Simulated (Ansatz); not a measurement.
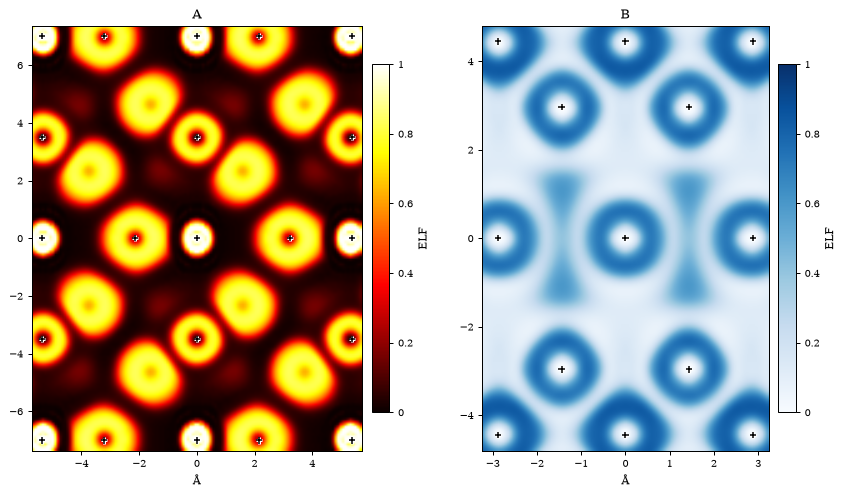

The ELF of 2 systems, each on a plane through atoms (crosses mark nuclei in the plane).

All numbers below come from DFT r2SCAN, scalar-relativistic, plane waves, PAW (Ansatz).

System 1: TaN, the (110) plane of the conventional cell. Space group P6/mmm; computed pressure about 15 GPa in this cell.

```cif
data_structure
_symmetry_space_group_name_H-M 'P 1'
_symmetry_Int_Tables_number 1
_cell_length_a 5.1378
_cell_length_b 5.1378
_cell_length_c 2.8852
_cell_angle_alpha 90.000
_cell_angle_beta 90.000
_cell_angle_gamma 120.000
_cell_volume 65.96
loop_
_atom_site_label
_atom_site_type_symbol
_atom_site_fract_x
_atom_site_fract_y
_atom_site_fract_z
_atom_site_occupancy
Ta1 Ta 0.00000 0.00000 0.00000 1
Ta2 Ta 0.33333 0.66667 0.50000 1
Ta3 Ta 0.66667 0.33333 0.50000 1
N1 N 0.50000 0.00000 0.00000 1
N2 N 0.50000 0.50000 0.00000 1
N3 N 0.00000 0.50000 0.00000 1
```

System 2: LiNbO3, the (010) plane of the conventional cell. Space group R-3c; changed on purpose from its base cell (volume × 1.10, shape and atoms relaxed); computed pressure about −12 GPa in this cell.

```
Li Nb O
1.0
     5.37310    0.00000    0.00000
    -2.68655    4.65324    0.00000
     0.00000    0.00000   14.02042
Li Nb O
6 6 18
Direct
  0.66667 0.33333 0.08333
  0.33333 0.66667 0.41667
  0.00000 0.00000 0.75000
  0.00000 0.00000 0.25000
  0.66667 0.33333 0.58333
  0.33333 0.66667 0.91667
  0.33333 0.66667 0.16667
  0.00000 0.00000 0.50000
  0.66667 0.33333 0.83333
  0.00000 0.00000 0.00000
  0.66667 0.33333 0.33333
  0.33333 0.66667 0.66667
  0.39873 0.00000 0.25000
  0.06540 0.33333 0.58333
  0.73207 0.66667 0.91667
  0.00000 0.39873 0.25000
  0.66667 0.73207 0.58333
  0.33333 0.06540 0.91667
  0.60127 0.60127 0.25000
  0.26793 0.93460 0.58333
  0.93460 0.26793 0.91667
  0.66667 0.93460 0.08333
  0.33333 0.26793 0.41667
  0.00000 0.60127 0.75000
  0.26793 0.33333 0.08333
  0.93460 0.66667 0.41667
  0.60127 0.00000 0.75000
  0.06540 0.73207 0.08333
  0.73207 0.06540 0.41667
  0.39873 0.39873 0.75000
```

Match each panel to its system.

Answer. Panel A is system 2, LiNbO3: the plane holds Li, Nb and O. Li–O (2.14 Å): the ELF peaks at about 0.85 in the valence shell of O, 0.6 Å from its nucleus, and falls to about 0 next to Li (a largely ionic contact). Panel B is system 1, TaN: the plane holds Ta and N. Ta–N (2.07 Å): the ELF peaks at about 0.85 in the valence shell of N, 0.6 Å from its nucleus, and drops to about 0.25 between the two atoms: no localised pair shows between them.
